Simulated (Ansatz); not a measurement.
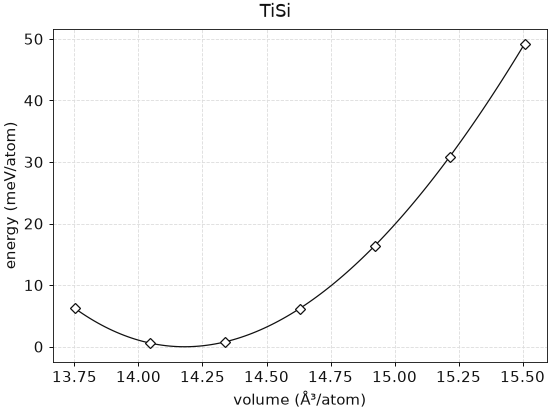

The picture above shows the energy against volume for TiSi, space group Cmmm (No. 65).

The given structure:
```cif
data_structure
_symmetry_space_group_name_H-M 'P 1'
_symmetry_Int_Tables_number 1
_cell_length_a 2.7898
_cell_length_b 2.7898
_cell_length_c 3.8039
_cell_angle_alpha 90.000
_cell_angle_beta 90.000
_cell_angle_gamma 98.764
_cell_volume 29.26
loop_
_atom_site_label
_atom_site_type_symbol
_atom_site_fract_x
_atom_site_fract_y
_atom_site_fract_z
_atom_site_occupancy
Ti1 Ti 0.50000 0.50000 0.00000 1
Si1 Si 0.00000 0.00000 0.50000 1
```

Computed with Ansatz 0.2.0: all-electron LAPW DFT, no spin polarisation; energies at scaled volumes of the given cell, shape and fractions fixed, counted from the fit's minimum, third-order Birch-Murnaghan fit. Level: PBEsol.

```json
{"setting": "k mesh", "value": "10×10×7"}
{"setting": "occupations", "value": "Fermi–Dirac"}
{"setting": "smearing width", "value": "0.05 eV"}
{"setting": "potentials", "value": "all electron LAPW, scalar relativistic"}
{"setting": "program settings", "value": "basis error eV/atom 0.0005"}
```

Question: How stiff is the solid, and where is its volume at rest?

Answer: A third-order Birch–Murnaghan fit gives V0 = 14.18 Å³/atom, B0 = 147 GPa and B′ = 3.9.

Note: shape and atomic fractions are frozen while scaling, which makes layered, chain and framework solids too stiff.
